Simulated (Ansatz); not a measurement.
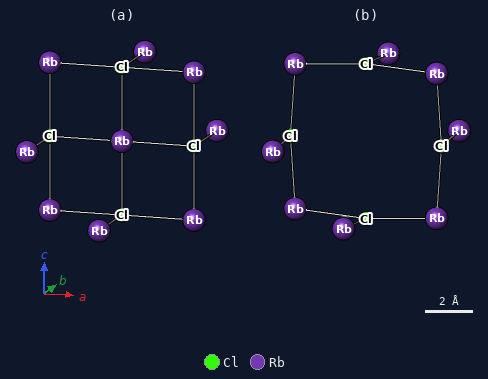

Left: perfect RbCl. Right: the same region with one point defect, after relaxing the atoms in a supercell of 64 sites. Style: ball-and-stick. Shown: the atoms within 5.4 Å of one point, in a slice 5.0 Å thick across the line of sight, slightly off an axis.

The calculation used DFT, PBEsol, PAW, plane waves (Ansatz). Set-up: plane-wave cutoff 420 eV; k-point mesh 1 × 1 × 1; mesh shifted by (0.25, 0.25, 0.25); no spin polarisation. Fermi-Dirac smearing of 0.01 eV. A uniform background neutralises the charged cell. The axes drawn are those of the host's conventional cell.

### What kind of defect was made?

A rubidium atom is taken out (a vacancy).

The charge state of the cell is −1.

### What does the relaxation do around it?

Around the empty Rb site the host had 6 Cl at 3.27 Å; after relaxation the nearest atoms are 6 Cl at 3.43 Å. Of the host's atoms, a chlorine atom moves furthest from its site, by 0.16 Å.

Limits of the set-up: the cell is charged, on a uniform background, and energies carry no finite-size correction.
